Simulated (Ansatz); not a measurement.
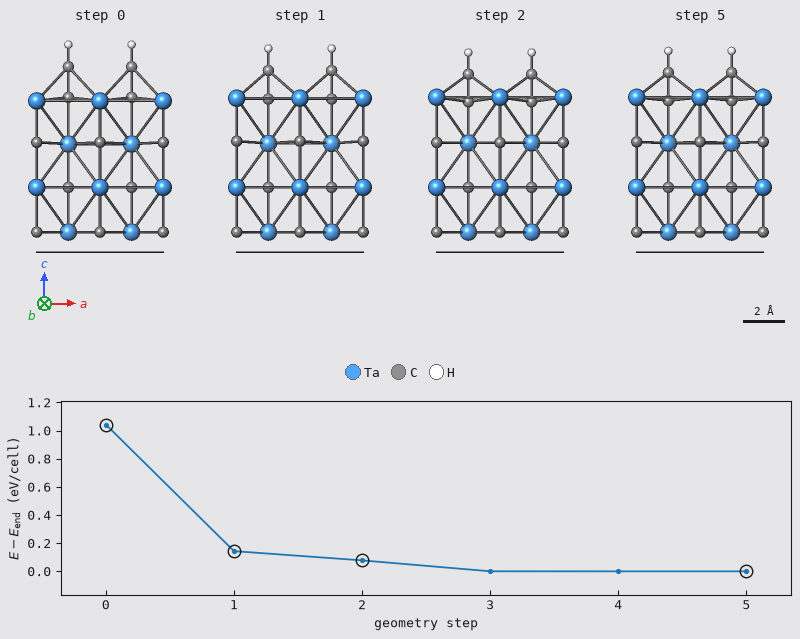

Frames of a constrained relaxation of a slab of composition Ta₄HC₅ (cut from the Fm-3m phase), marked on the history of the run. Style: ball-and-stick. Shown: the 2 × 2 repeat of the cell, outlined in the plane, without the vacuum, along the b axis.

Case: CH put at a top C site. The slab is the (1 0 0) face of TaC with CH on it. 4 atoms are held fixed.

All numbers below come from DFT PBEsol, scalar-relativistic, plane waves, PAW in Ansatz.

Input
```yaml
crystal:
  lattice:
    - [3.1393032032, 0.0, 0.0]
    - [0.0, 3.1393032032, 0.0]
    - [0.0, 0.0, 26.7594677495]
  atoms:
    - { symbol: Ta, position: [0.5, 0.5, 0.3176445839] }
    - { symbol: C, position: [0.0, 0.0, 0.3176445839] }
    - { symbol: Ta, position: [0.0, 0.0, 0.4005992452] }
    - { symbol: C, position: [0.5, 0.5, 0.4005992452] }
    - { symbol: Ta, position: [0.5, 0.5, 0.481049609] }
    - { symbol: C, position: [0.0, 0.0, 0.484223474] }
    - { symbol: Ta, position: [0.0, 0.0, 0.560980072] }
    - { symbol: C, position: [0.5, 0.5, 0.5676195229] }
    - { symbol: C, position: [0.5, 0.5, 0.6244218485] }
    - { symbol: H, position: [0.5, 0.5, 0.6655287947] }
basis:
  ecutwfc: 420
kpoints:
  mp_grid: { grid: [9, 9, 1] }
hamiltonian:
  xc: pbesol
scf:
  occupations: { method: gaussian, width: 0.1 }
output:
  forces: true
  eigenvalues: true
  write_density: true
  write_potential: true
  elf: true
  volumetric_format: npy
relax:
  adjacent_minimum: "off"
  f_tol: 0.03
  max_steps: 70
  constraints: [{ sites: [0, 1, 2, 3] }]
efield:
  axis: 3
  dipole_correction: true
  ramp_width: 0.04
```

Launched with:
```bash
ansatz run input.yaml --threads 2 --pin off --max-ram 5120MiB --backend cpu --events-out ev --progress --plain --runs-dir out
```

Describe the path.

Answer. Over 5 geometry steps the energy falls by 1.043 eV per cell of the calculation. Largest force component: 4.7 eV/Å at the start, 0.011 eV/Å at the end. H10 moves most: 0.32 Å along the normal (−c). By element the largest moves are H 0.32 Å, C 0.29 Å, Ta 0.18 Å. The cell doesn't change. Near-neighbour distances that change, for instance: Ta7–C9 2.795 → 2.537 Å, Ta5–C8 2.317 → 2.113 Å, C6–Ta7 2.054 → 2.210 Å, C8–C9 1.520 → 1.392 Å. Among the angles between lasting bonds that change: Ta7–C9–Ta7 105.2° → 122.1°, Ta5–C8–Ta7 85.4° → 94.2°, Ta7–C8–C9 94.6° → 85.8°. The run took 63 s on 2 threads of Arm Neoverse V2, with other jobs on the host, peak memory 0.55 GiB. From step 0 to 1: H10 moves most (0.19 Å), energy −0.900 eV per cell of the calculation. From step 1 to 2: H10 moves most (0.20 Å), energy −65.7 meV per cell of the calculation. From step 2 to 5: C and H atoms move most (0.08 Å), energy −77.9 meV per cell of the calculation.

| step | E − E(0), meV/atom | largest force component, eV/Å |
| --- | --- | --- |
| 0 | 0.00 | 4.7097 |
| 1 | -89.97 | 1.3447 |
| 2 | -96.54 | 1.4982 |
| 3 | -104.30 | 0.1153 |
| 4 | -104.33 | 0.0331 |
| 5 | -104.33 | 0.0107 |

Limits of the set-up: the periodic images lie only 3.1 Å apart, so the values are limited by the cell's size.
